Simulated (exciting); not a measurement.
Consider AlN, space group F-43m.

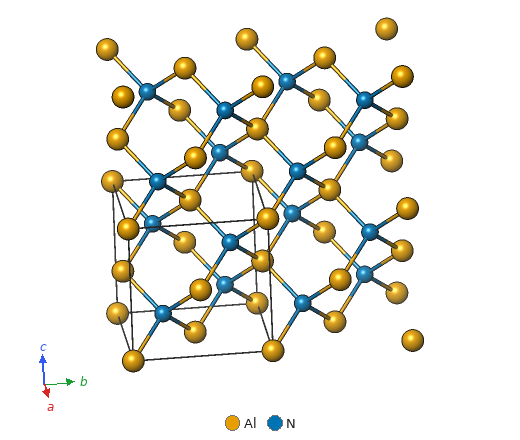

The structure (aluminium orange, nitrogen blue). Bonds to atoms that aren't drawn are left out. 1×2×2 conventional cells are drawn. Some periodic images of atoms are drawn too.

```
Al N
1.0
     0.00000    2.18399    2.18399
     2.18399    0.00000    2.18399
     2.18399    2.18399    0.00000
Al N
1 1
Direct
  0.00000 0.00000 0.00000
  0.25000 0.25000 0.25000
```

Absorber: atom 1, with 4 N at 1.89 Å (tetrahedral, site symmetry -43m). Method: exciting, all-electron LAPW+lo, PBE, exchange and screened direct term (singlet BSE), 6×6×6 shifted k points, 11 conduction bands, |G+q| up to 3 bohr⁻¹, full RPA screening with nempty = 29, Lorentzian half width 0.45 eV.

Q: What does the Al K spectrum look like, and is there a bound core exciton?

Bound core exciton? Undecided on this mesh: the first bright state (over 5 % of the brightest) lies at -0.31 eV from the Kohn–Sham onset and at -0.57 eV from the lowest bare transition of its own mesh. Maxima (height): 1.3 eV (0.37), 5.3 eV (1.00), 6.6 eV (0.91), 11.1 eV (0.36), 15.0 eV (0.24) and 18.6 eV (0.50).

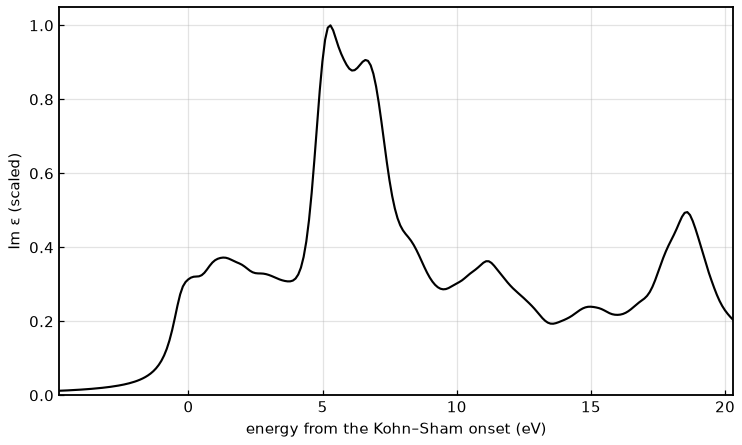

Energy from the Kohn–Sham onset, core level to the lowest empty state found on the meshes used; Im ε in relative units.

Binding energies aren't converged on 216 k points. The kernel cutoff is low for a compact core orbital, so the effect of exchange is a lower bound. The zero comes from the unshifted 6×6×6 ground-state mesh; it is exact only where the band minimum lies on that mesh. The structure is a Materials Project entry, computed there, and may be a hypothetical form.

[Banner, clock and machine lines of the logs are left out without a mark of their own.]

[Logs are printed without paths, hosts, clocks, repeated set-up lines and the standing remarks that a program may print on its own settings, such as how far it seeks lower states.]

[Hosts, paths, dates, database ids (printed as entryN), source tags and the programs' standing remarks are cut or masked in the printed files.]
